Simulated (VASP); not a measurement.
**Geometry relaxation, with input and output: CdS (part 1 of 2)**

CdS (F-43m, 2 atoms in the cell), computed with Kohn-Sham DFT of a periodic cell, PBE, VASP PAW PBE potentials, minimal, no spin polarisation (VASP 6.6.1).

The structure derives from an entry of the Crystallography Open Database.

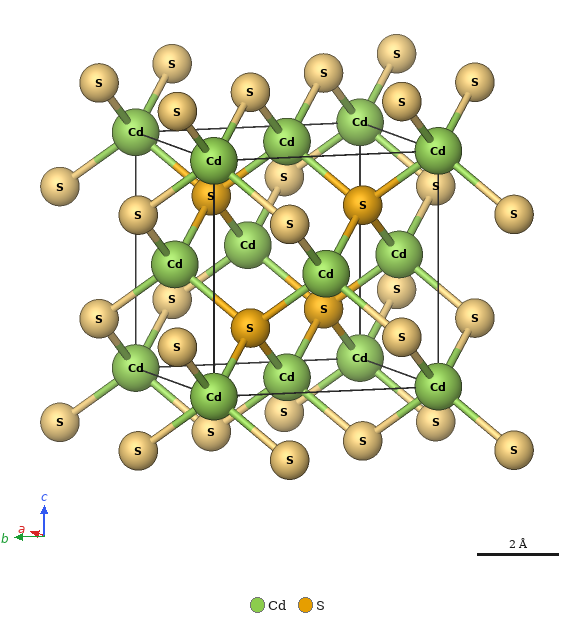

*The input geometry (ball-and-stick view of the cell 4 times as large as that of the calculation, set on its symmetry axes, seen at an oblique angle; neighbours outside the cell are drawn fainter).*

Near neighbours in the crystal (not all of them lie inside the picture): Cd has 4 S at 2.57 Å; S has 4 Cd at 2.57 Å.

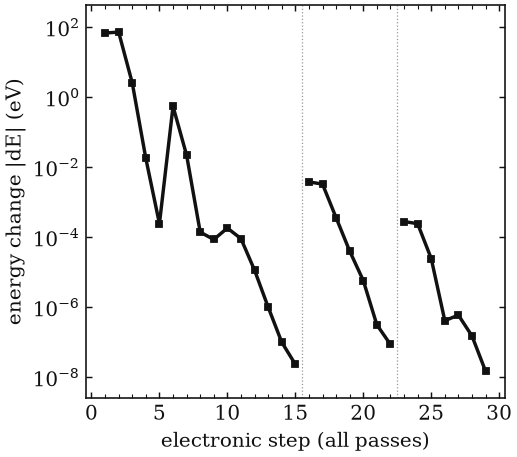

*Convergence of the self-consistent field: energy change |dE| against the electronic step. Each stretch between dotted lines is the SCF of one geometry step of a relaxation.*

The 3 ionic steps take 7 to 15 electronic steps each. The density is held fixed in the first few steps, and dE rises again when its update begins.

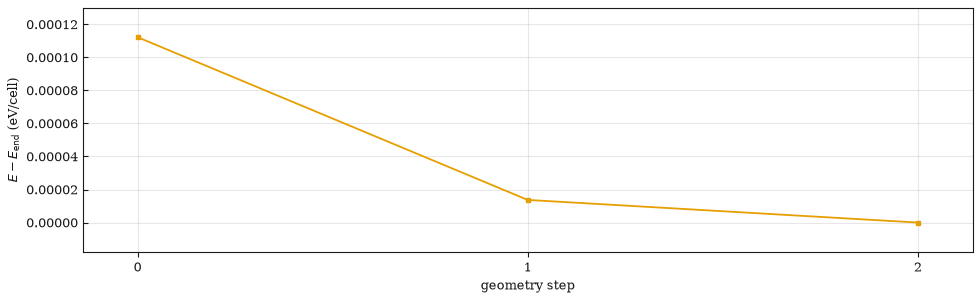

*Progress of the relaxation, step by step (steps are counted from 0).*

Over 2 geometry steps the energy falls by 0.1 meV per cell of the calculation. All forces vanish by symmetry, so only the cell relaxes. No atom moves by more than 0.005 Å relative to the cell. Cell: a = b = c 5.931 → 5.937 Å (+0.1 %). Volume +0.3 %. The space group stays F-43m (No. 216).

These pictures come from the run below.

## INCAR
```
  ALGO = Normal
  EDIFF = 1E-7
  EDIFFG = -0.005
  ENCUT = 300
  GGA = PE
  IBRION = 2
  ISIF = 3
  ISMEAR = 0
  LASPH = T
  LCHARG = F
  LREAL = F
  LWAVE = F
  NELM = 80
  NSW = 90
  PREC = Accurate
  SIGMA = 0.03
```

## KPOINTS
```
k-points
0
Gamma
  4 4 4
```

## POSCAR
```
CdS                                     
1.0
    0.0000000000      2.9652792856      2.9652792856
    2.9652792856     -0.0000000000      2.9652792856
    2.9652792856      2.9652792856     -0.0000000000
  Cd              S             
     1     1
Direct
     0.0000000000000000    0.0000000000000000    0.0000000000000000
     0.2500000000000000    0.2500000000000000    0.2500000000000000
```

Launch command:
```bash
cat potpaw_PBE.64/Cd/POTCAR potpaw_PBE.64/S/POTCAR > POTCAR
mpirun -np 1 vasp_std > vasp.out
```

## OSZICAR
```
N       E                     dE             d eps       ncg     rms          rms(c)
DAV:   1     0.684671107026E+02    0.68467E+02   -0.73253E+03   224   0.819E+02
DAV:   2    -0.409889982424E+01   -0.72566E+02   -0.70604E+02   263   0.230E+02
DAV:   3    -0.666309403745E+01   -0.25642E+01   -0.25585E+01   228   0.433E+01
DAV:   4    -0.668087000016E+01   -0.17776E-01   -0.17774E-01   248   0.361E+00
DAV:   5    -0.668111353177E+01   -0.24353E-03   -0.24353E-03   238   0.403E-01    0.750E+00
DAV:   6    -0.613209617607E+01    0.54902E+00   -0.10667E+00   279   0.131E+01    0.605E+00
DAV:   7    -0.611002001176E+01    0.22076E-01   -0.19854E-01   213   0.345E+00    0.305E+00
DAV:   8    -0.610988010257E+01    0.13991E-03   -0.17904E-02   213   0.186E+00    0.259E-01
DAV:   9    -0.610979406608E+01    0.86036E-04   -0.21631E-03   238   0.719E-01    0.696E-02
DAV:  10    -0.610997680943E+01   -0.18274E-03   -0.26241E-04   213   0.149E-01    0.852E-02
DAV:  11    -0.611006776440E+01   -0.90955E-04   -0.15444E-04   208   0.121E-01    0.240E-02
DAV:  12    -0.611005635670E+01    0.11408E-04   -0.37930E-05   255   0.901E-02    0.723E-03
DAV:  13    -0.611005736607E+01   -0.10094E-05   -0.38724E-06   218   0.135E-02    0.619E-03
DAV:  14    -0.611005726607E+01    0.10000E-06   -0.17214E-07   227   0.300E-03    0.409E-03
DAV:  15    -0.611005724271E+01    0.23363E-07   -0.36938E-08   129   0.157E-03
   1 F= -.61100572E+01 E0= -.61100572E+01  d E =-.611006E+01
       N       E                     dE             d eps       ncg     rms          rms(c)
DAV:   1    -0.611385884860E+01   -0.38016E-02   -0.76530E-02   218   0.364E+00    0.462E-01
DAV:   2    -0.611056356995E+01    0.32953E-02   -0.78565E-03   223   0.134E+00    0.163E-01
DAV:   3    -0.611020194436E+01    0.36163E-03   -0.10229E-03   218   0.372E-01    0.141E-01
DAV:   4    -0.611016179483E+01    0.40150E-04   -0.49517E-05   213   0.732E-02    0.296E-02
DAV:   5    -0.611015600678E+01    0.57880E-05   -0.12593E-05   248   0.536E-02    0.865E-03
DAV:   6    -0.611015569227E+01    0.31452E-06   -0.15371E-06   213   0.162E-02    0.445E-03
DAV:   7    -0.611015577832E+01   -0.86055E-07   -0.17561E-07   189   0.329E-03
   2 F= -.61101558E+01 E0= -.61101558E+01  d E =-.985356E-04
       N       E                     dE             d eps       ncg     rms          rms(c)
DAV:   1    -0.611043634868E+01   -0.28066E-03   -0.54898E-03   218   0.971E-01    0.123E-01
DAV:   2    -0.611019296731E+01    0.24338E-03   -0.57488E-04   223   0.363E-01    0.433E-02
DAV:   3    -0.611016834878E+01    0.24619E-04   -0.73774E-05   213   0.994E-02    0.374E-02
DAV:   4    -0.611016876158E+01   -0.41280E-06   -0.35657E-06   213   0.200E-02    0.795E-03
DAV:   5    -0.611016935651E+01   -0.59493E-06   -0.87368E-07   223   0.142E-02    0.249E-03
DAV:   6    -0.611016950721E+01   -0.15070E-06   -0.10651E-07   109   0.432E-03    0.103E-03
DAV:   7    -0.611016949237E+01    0.14843E-07   -0.10657E-08   104   0.104E-03
   3 F= -.61101695E+01 E0= -.61101695E+01  d E =-.112250E-03
```

## Parts of OUTCAR
```
EDIFF = 1E-7
   EDIFFG = -0.005
   ENCUT = 300
   GGA = PE
   IBRION = 2
   ISIF = 3
   ISMEAR = 0
   LASPH = T
   LREAL = F
   NELM = 80
   NSW = 90
   PREC = Accurate

 ion  position               nearest neighbor table
   1  0.000  0.000  0.000-   2 2.57   2 2.57   2 2.57   2 2.57
   2  0.250  0.250  0.250-   1 2.57   1 2.57   1 2.57   1 2.57

  LATTYP: Found a face centered cubic cell.
 ALAT       =     5.9305585712

  Lattice vectors:

 A1 = (   0.0000000000,   2.9652792856,   2.9652792856)
 A2 = (   2.9652792856,   0.0000000000,   2.9652792856)
 A3 = (   2.9652792856,   2.9652792856,   0.0000000000)

Analysis of symmetry for initial positions (statically):
=====================================================================
 Subroutine PRICEL returns:
 Original cell was already a primitive cell.

 Routine SETGRP: Setting up the symmetry group for a
 face centered cubic supercell.

 Subroutine GETGRP returns: Found 24 space group operations
 (whereof 24 operations were pure point group operations)
 out of a pool of 48 trial point group operations.

The static configuration has the point symmetry T_d .

Analysis of symmetry for dynamics (positions and initial velocities):
=====================================================================
 Subroutine PRICEL returns:
 Original cell was already a primitive cell.

 Routine SETGRP: Setting up the symmetry group for a
 face centered cubic supercell.

 Subroutine GETGRP returns: Found 24 space group operations
 (whereof 24 operations were pure point group operations)
 out of a pool of 48 trial point group operations.

The dynamic configuration has the point symmetry T_d .

 Subroutine INISYM returns: Found 24 space group operations
 (whereof 24 operations are pure point group operations),
 and found     1 'primitive' translations

----------------------------------------------------------------------------------------

                                     Primitive cell

  volume of cell :      52.1467

  direct lattice vectors                    reciprocal lattice vectors
     0.000000000  2.965279286  2.965279286    -0.168618181  0.168618181  0.168618181
     2.965279286  0.000000000  2.965279286     0.168618181 -0.168618181  0.168618181
     2.965279286  2.965279286  0.000000000     0.168618181  0.168618181 -0.168618181

  length of vectors
     4.193538182  4.193538182  4.193538182     0.292055257  0.292055257  0.292055257

  position of ions in fractional coordinates (direct lattice)
     0.000000000  0.000000000  0.000000000
     0.250000000  0.250000000  0.250000000

  ion indices of the primitive-cell ions
   primitive index   ion index
                 1           1
                 2           2

----------------------------------------------------------------------------------------

 KPOINTS: k-points

Automatic generation of k-mesh.
 Grid dimensions read from file:
 generate k-points for:    4    4    4

 Generating k-lattice:

  Cartesian coordinates                     Fractional coordinates (reciprocal lattice)
    -0.042154545  0.042154545  0.042154545     0.250000000  0.000000000  0.000000000
     0.042154545 -0.042154545  0.042154545     0.000000000  0.250000000  0.000000000
     0.042154545  0.042154545 -0.042154545     0.000000000  0.000000000  0.250000000

  Length of vectors
     0.073013814  0.073013814  0.073013814

  Shift w.r.t. Gamma in fractional coordinates (k-lattice)
     0.000000000  0.000000000  0.000000000

 Subroutine IBZKPT returns following result:
 ===========================================

 Found      8 irreducible k-points:

 Following reciprocal coordinates:
            Coordinates               Weight
  0.000000  0.000000  0.000000      1.000000
  0.250000  0.000000  0.000000      8.000000
  0.500000  0.000000  0.000000      4.000000
  0.250000  0.250000  0.000000      6.000000
  0.500000  0.250000  0.000000     24.000000
 -0.250000  0.250000  0.000000     12.000000
  0.500000  0.500000  0.000000      3.000000
 -0.250000  0.500000  0.250000      6.000000
   k-points           NKPTS =      8   k-points in BZ     NKDIM =      8   number of bands    NBANDS=     13
   number of dos      NEDOS =    301   number of ions     NIONS =      2
   total plane-waves  NPLWV =  13824
   dimension x,y,z NGX =    24 NGY =   24 NGZ =   24
   dimension x,y,z NGXF=    48 NGYF=   48 NGZF=   48
   ions per type =               1   1
   NGX,Y,Z   is equivalent  to a cutoff of   9.51,  9.51,  9.51 a.u.
   NGXF,Y,Z  is equivalent  to a cutoff of  19.03, 19.03, 19.03 a.u.
 SYSTEM =  unknown system
   PREC   = accura    normal or accurate (medium, high low for compatibility)
   ISTART =      0    job   : 0-new  1-cont  2-samecut
   ICHARG =      2    charge: 1-file 2-atom 10-const
   ISPIN  =      1    spin polarized calculation?
   LNONCOLLINEAR =      F non collinear calculations
   LSORBIT =      F    spin-orbit coupling
   LASPH  =      T    aspherical Exc in radial PAW
   ENCUT  =  300.0 eV  22.05 Ry    4.70 a.u.   5.92  5.92  5.92*2*pi/ulx,y,z
   NELM   =     80;   NELMIN=  2; NELMDL= -5     # of ELM steps
   EDIFF  = 0.1E-06   stopping-criterion for ELM
   LREAL  =      F    real-space projection
   EDIFFG = -.5E-02   stopping-criterion for IOM
   NSW    =     90    number of steps for IOM
   IBRION =      2    ionic relax: 0-MD 1-quasi-New 2-CG
   NFREE  =      1    steps in history (QN), initial steepest desc. (CG)
   ISIF   =      3    stress and relaxation
   ISYM   =      2    0-nonsym 1-usesym 2-fastsym
   POTIM  = 0.5000    time-step for ionic-motion
   TEBEG  =    0.0;   TEEND  =   0.0 temperature during run
   PSTRESS=    0.0 pullay stress
   NELECT =      18.0000    total number of electrons
   NUPDOWN=      -1.0000    fix difference up-down
   EMIN   =  10.00;   EMAX   =-10.00  energy-range for DOS
   EFERMI =   0.00;   METHOD = LEGACY
   ISMEAR =     0;   SIGMA  =   0.03  broadening in eV -4-tet -1-fermi 0-gaus
   EFERMI_NEDOS =   21; number of points for ismear=-14 and -15
   IALGO  =     38    algorithm
   IMIX   =      4    mixing-type and parameters
     AMIX     =   0.40;   BMIX     =  1.00
     AMIX_MAG =   1.60;   BMIX_MAG =  1.00
  volume/ion in A,a.u.               =      26.07       175.95
  Fermi-wavevector in a.u.,A,eV,Ry     =   1.148392  2.170146 17.943412  1.318804
  Thomas-Fermi vector in A             =   2.285067
   LORBIT       =      0    0 simple, 1 ext, 2 COOP (PROOUT), +10 PAW based schemes
   GGA     = PE    functional components
   LHFCALC =     F    Hartree Fock is set to
   AEXX    =    0.0000 exact exchange contribution
   IVDW    =     0    specifies the selected vdW correction
   LEPSILON=     F    determine dielectric tensor
   LRPA    =     F    only Hartree local field effects (RPA)
 conjugate gradient relaxation of ions
 non-spin polarized calculation
 Gauss-broadening in eV      SIGMA  =   0.03
  energy-cutoff  :      300.00
  volume of cell :       52.15
 maximum number of plane-waves:       636
   NGX = 11   NGY = 11   NGZ = 11

--------------------------------------- Ionic step        1  -------------------------------------------

 number of electron      18.0000008 magnetization

 Free energy of the ion-electron system (eV)
  ---------------------------------------------------
  ext. energy  EPLUGINS =         0.00000000
  ---------------------------------------------------
  free energy    TOTEN  =        -6.11005724 eV

  energy without entropy =       -6.11005724  energy(sigma->0) =       -6.11005724

------------------------ aborting loop because EDIFF is reached ----------------------------------------
```
